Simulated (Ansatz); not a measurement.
System: SiNi$_{2}$.

Input file:

```
crystal:
  lattice:
    - [3.9856318685, 0.0, 0.0]
    - [-1.9928159342, 3.4516584482, 0.0]
    - [0.0, 0.0, 5.0746155057]
  atoms:
    - { symbol: Si, position: [0.3333333333, 0.6666666667, 0.75] }
    - { symbol: Si, position: [0.6666666667, 0.3333333333, 0.25] }
    - { symbol: Ni, position: [0.0, 0.0, 0.0] }
    - { symbol: Ni, position: [0.0, 0.0, 0.5] }
    - { symbol: Ni, position: [0.3333333333, 0.6666666667, 0.25] }
    - { symbol: Ni, position: [0.6666666667, 0.3333333333, 0.75] }
basis:
  ecutwfc: 500
kpoints:
  mp_grid: { grid: [12, 12, 10] }
hamiltonian:
  xc: r2scan
scf:
  occupations: { method: gaussian, width: 0.15 }
output:
  forces: true
  stress: true
  eigenvalues: true
  write_density: true
  write_potential: true
  elf: true
  volumetric_format: npy
```

Run with:

```sh
ansatz run input.yaml --threads 2 --pin off --max-ram 5120MiB --backend cpu --events-out ev --progress --plain --runs-dir out
```

Below, planes, directions and counts refer to the conventional cell (a = 3.99 Å, b = 3.99 Å, c = 5.07 Å, α = 90.00°, β = 90.00°, γ = 120.00°).

Space group P6₃/mmc; changed on purpose from its base cell (strain +0.030 along x and y, +0.030 along z, atoms carried along); computed pressure about −16 GPa in this cell; computed without spin polarisation.

The calculation used DFT r2SCAN, scalar-relativistic, plane waves, PAW (Ansatz).

### Predict the valence pseudo-density and electron localisation function between the atoms.

Si–Ni (2.54 Å): ρ at the midpoint is about 0.32 e/Å³; the ELF peaks at about 0.60 in the valence shell of Si, 1.0 Å from its nucleus, and is about 0.45 at the midpoint.

### Metal or insulator at this level of theory?

It is metallic or semimetallic at this level of theory: no gap opens.

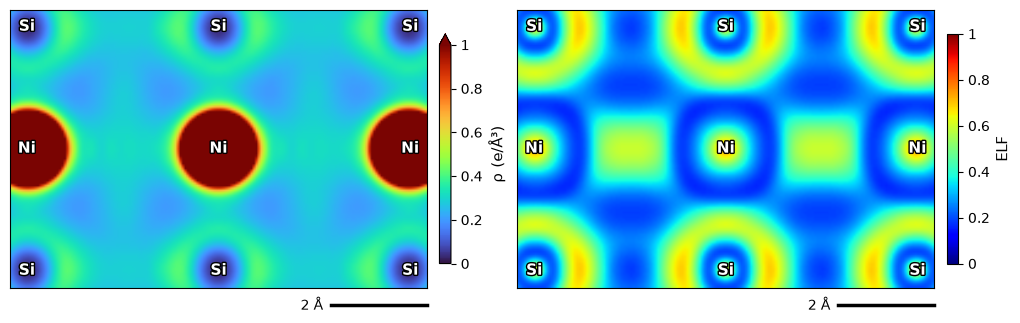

Computed valence pseudo-density and electron localisation function on the (100) plane of the conventional cell, in this order. 
